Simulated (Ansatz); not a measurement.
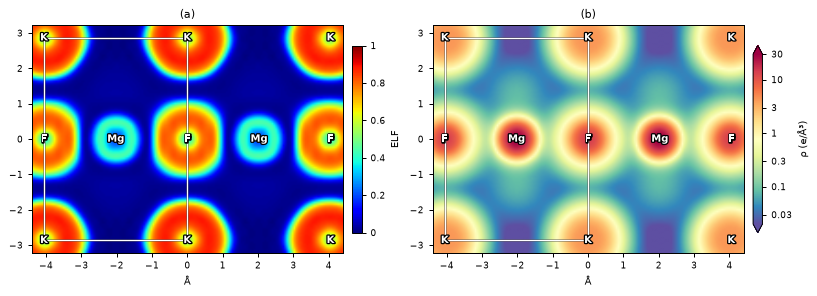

*KMgF₃. (a) ELF; (b) valence pseudo-density on the (011̄) plane of the conventional cell.*

Space group Pm-3m; a structure from a database of computed crystals, not necessarily the ambient phase.

Method: DFT PBE, scalar-relativistic, plane waves, PAW in Ansatz 0.2.0.

The density is the valence pseudo-density of a PAW calculation; it isn't the true density close to the nuclei.

Input

```
crystal:
  lattice:
    - [3.97846823, 0.0, 0.0]
    - [0.0, 3.97846823, 0.0]
    - [0.0, 0.0, 3.97846823]
  atoms:
    - { symbol: K, position: [0.5, 0.5, 0.5] }
    - { symbol: Mg, position: [0.0, 0.0, 0.0] }
    - { symbol: F, position: [0.0, 0.5, 0.0] }
    - { symbol: F, position: [0.0, 0.0, 0.5] }
    - { symbol: F, position: [0.5, 0.0, 0.0] }
basis:
  ecutwfc: 420
kpoints:
  mp_grid: { grid: [6, 6, 6] }
hamiltonian:
  xc: pbe
scf:
  occupations: { method: gaussian, width: 0.02 }
output:
  forces: true
  stress: true
  eigenvalues: true
  write_density: true
  write_potential: true
  elf: true
  volumetric_format: npy
relax:
  adjacent_minimum: "off"
  f_tol: 0.005
  max_steps: 80
  cell: { stress_tol: 0.05 }
```

Launched as:

```sh
ansatz run input.yaml --threads 8 --pin off --max-ram 14336MiB --backend cpu --events-out ev --progress --plain --runs-dir out
```

Below, planes, directions and counts refer to the conventional cell (a = 4.05 Å, b = 4.05 Å, c = 4.05 Å, α = 90.00°, β = 90.00°, γ = 90.00°).

The fields are those of the relaxed geometry.

Question: Read the bonding off the picture.

Answer:
- The section cuts through K, Mg and F sites.
- Mg–F (2.03 Å): ρ at the midpoint is about 0.32 e/Å³; the ELF peaks at about 0.80 in the valence shell of F, 0.7 Å from its nucleus, and is about 0.25 at the midpoint (a largely ionic contact).
- K–F (2.87 Å): ρ at the midpoint is about 0.07 e/Å³; the ELF is about 0 at the midpoint; an ionic contact with no shared pair.
- Between the atoms the lowest density in this plane is 0.01 e/Å³.
- The features right at K lie inside the PAW spheres, where the map follows smoothed inner orbitals and isn't to be read closely.

Question: Metal or insulator at this level of theory?

Answer: It is gapped, with a Kohn–Sham gap of 7.0 eV on the k-point mesh, an upper bound to the gap of this method.
